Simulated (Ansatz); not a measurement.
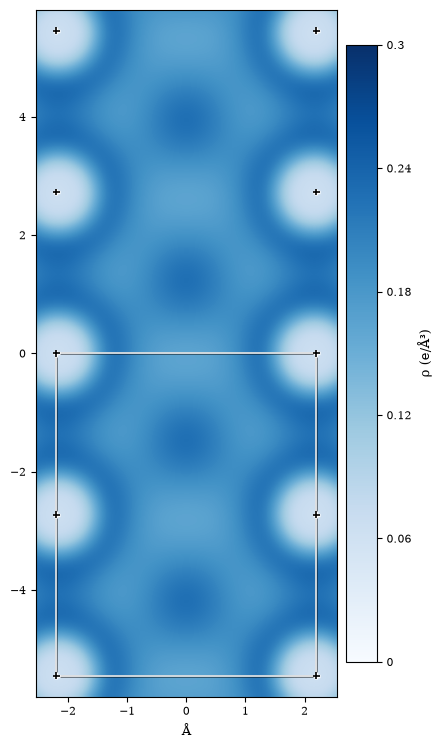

The valence charge density (pseudo) on a plane through atoms (crosses mark nuclei in the plane).

All numbers below come from Ansatz 0.2.0, DFT PBE, scalar-relativistic, plane waves, PAW.

Candidates:
A. Al, a = 3.24 Å, b = 4.39 Å, c = 4.39 Å, α = 90.00°, β = 90.00°, γ = 90.00°. Space group Cmcm; a structure from a database of computed crystals, not necessarily the ambient phase; changed on purpose from its base cell (mode 1 frozen in at -0.089 Å, equal normal strain along x and y -0.0400); computed pressure about 7 GPa in this cell.
B. HRh6 (slab), a = 5.42 Å, b = 5.42 Å, c = 21.67 Å, α = 90.00°, β = 90.00°, γ = 90.00°. Not relaxed (largest force 1.5 eV/Å); computed without spin polarisation.

### Which system is this?

Candidate A: Al on the (11̄0) plane of the conventional cell, which holds Al. Al–Al (2.73 Å): ρ is about 0.23 e/Å³ halfway.
